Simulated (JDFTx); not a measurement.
# A series of single points on BP

System: BP (F-43m, 2 atoms in the cell).
Method: Kohn-Sham DFT of a periodic cell, PBEsol, PseudoDojo-SR-PBEsol-0.4.1-standard, no spin polarisation (JDFTx 1.7.0 (patched build)).

The 7 runs differ only in the geometry, by an even scaling of the cell at fixed fractional positions. The structure derives from an entry of the Crystallography Open Database.

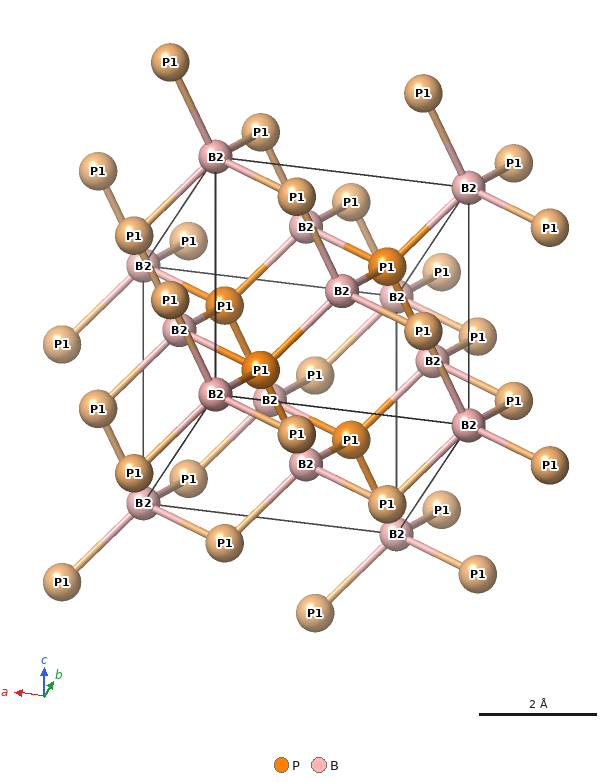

Figure 1. The structure of run 4 (ball-and-stick view of the cell 4 times as large as that of the calculation, set on its symmetry axes, seen at an oblique angle; neighbours outside the cell are drawn fainter; atoms are numbered from 1 in the order of the input). An atom can appear more than once, as a periodic image.

## Input of run 4
```
lattice \
    0.0000000000     4.2877885768     4.2877885768 \
    4.2877885768     0.0000000000     4.2877885768 \
    4.2877885768     4.2877885768     0.0000000000
coords-type Lattice
ion P      0.7500000000     0.7500000000     0.7500000000 1
ion B      0.0000000000     0.0000000000     0.0000000000 1

ion-species pseudo/P.upf
ion-species pseudo/B.upf
elec-cutoff 38 304
elec-ex-corr gga-PBEsol
kpoint-folding 10 10 10
elec-smearing Fermi 0.0018374661
elec-n-bands 9
electronic-SCF nIterations 100 energyDiffThreshold 1e-09
electronic-minimize nIterations 30 energyDiffThreshold 1e-7
forces-output-coords Cartesian

dump-name run.$VAR
dump End Ecomponents EigStats BandEigs Kpoints Forces Stress
```

Command:
```bash
jdftx -c 1 -i BP.in -o BP.out
```

Lattice vectors (Å) and fractional positions of run 4:
```
   0.000000    2.269000    2.269000
   2.269000    0.000000    2.269000
   2.269000    2.269000    0.000000
P   0.750000  0.750000  0.750000
B   0.000000  0.000000  0.000000
```

Run 5 differs from it as follows:
```diff
-    0.0000000000     4.2877885768     4.2877885768 \
-    4.2877885768     0.0000000000     4.2877885768 \
-    4.2877885768     4.2877885768     0.0000000000
+    0.0000000000     4.3161853552     4.3161853552 \
+    4.3161853552     0.0000000000     4.3161853552 \
+    4.3161853552     4.3161853552     0.0000000000
```

## Results, with one run withheld

| run | volume per atom (Å³) | free energy per atom, from the lowest run given (meV) | pressure (GPa) | gap on the mesh (eV) |
| --- | --- | --- | --- | --- |
| 1 | 10.981 | 15.50 | 9.34 | 1.06 |
| 2 | 11.214 | 4.89 | 5.22 | 1.09 |
| 3 | 11.448 | 0.00 | 1.49 | 1.11 |
| 4 | 11.682 | 0.31 | −1.91 | 1.14 |
| 5 | 11.915 | ? | ? | ? |
| 6 | 12.149 | 14.65 | −7.79 | 1.19 |
| 7 | 12.383 | 27.86 | −10.33 | 1.21 |

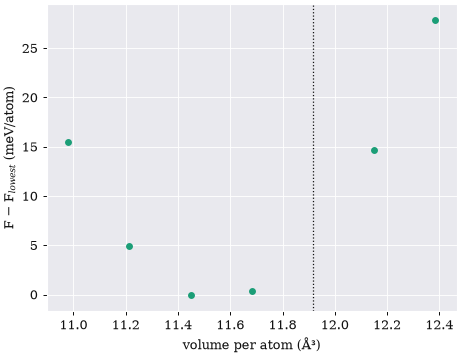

Figure 2. Free energy per atom of the runs given; the dotted line marks run 5.

What should run 5 give?

A cubic polynomial in V^(−2/3) (the Birch–Murnaghan form), fitted to the 6 runs given, misses them by at most 0.01 meV per atom. With x = V^(−2/3) − 0.19486 Å⁻², it reads F = −0.21427 − 615.28 x + 3.5785e+05 x² − 1.2815e+05 x³ (meV per atom). At run 5 it gives 5.33 meV per atom, and the run itself gives 5.34. The slope of the fit gives a pressure −dF/dV of −4.96 GPa there, and the run prints −4.99 GPa. The fit has its minimum at 11.549 Å³ per atom, where V d²F/dV² gives 169 GPa: the bulk modulus at this level, since symmetry fixes the shape and the positions. The gap on the mesh goes, without turning, from 1.06 eV in run 1 to 1.21 eV in run 7; run 5 has 1.16 eV. These are gaps of this functional on this mesh, which can miss the band edges; they aren't the measured gap.

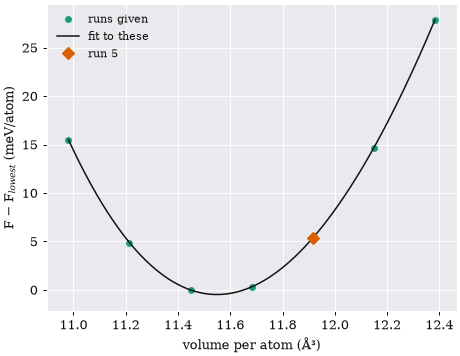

Figure 3. The fit and the withheld run.

## Some lines of the output (run 5)
```
[...]
unit cell volume = 160.816
     Etot =       -9.4897210693040215
        F =       -9.4897210730480719
	HOMO-LUMO gap: +0.042724
	Optical gap  : +0.122424 at state 0 ( [ +0.000000 +0.000000 +0.000000 ] spin 0 )
```
